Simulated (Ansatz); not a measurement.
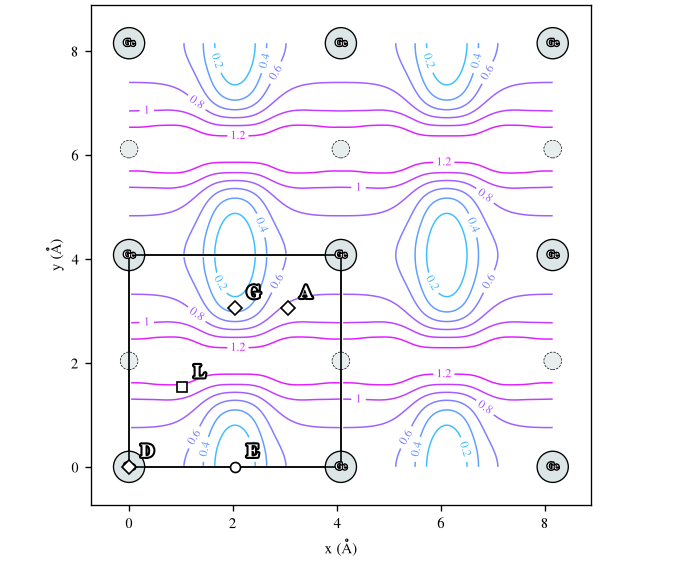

S on a Ge(100) slab cut from the Fd-3m phase, its upper half relaxed before the scan (4 atoms of substrate and one adsorbate in a 1 × 1 cell). S is moved over the surface cell; relaxed at each place: the height of the adsorbate's atoms; substrate rigid; the origin of the map has the adsorbate above Ge4. Places are given modulo a cell vector. The map is drawn in real space over the plane of the surface. The scan uses an 8 × 8 grid; 25 points were computed and 39 follow by symmetry. Energies are in eV, from the lowest grid point. With one adsorbate in each 1 × 1 cell, its nearest image is 4.1 Å away, so neighbouring adsorbates interact. Theory: DFT PBE, scalar-relativistic, plane waves, PAW (Ansatz 0.2.0). Settings: cutoff 420 eV, k-mesh 7×7×1, gaussian smearing 0.1 eV, no spin polarisation.

In the figure: contour lines labelled in eV, labelled circles for the atoms of the top layer and small ones for the second layer, the outline of one cell of the 2 × 2 shown, lettered points. Between grid points the surface is interpolated.

Q: What kind of point is each of A, D, E, L: minimum, saddle, maximum or slope?

A: A: on a slope; D: saddle point; E: minimum; L: on a slope. (In these two coordinates alone; a stationary point may lie a little off the grid point.)

Q: Rank the lettered points by energy, lowest first.

A: E (0.00 eV), G (0.33 eV), D (0.68 eV), A (0.84 eV), L (1.16 eV).

PAW datasets: the set soft_1.
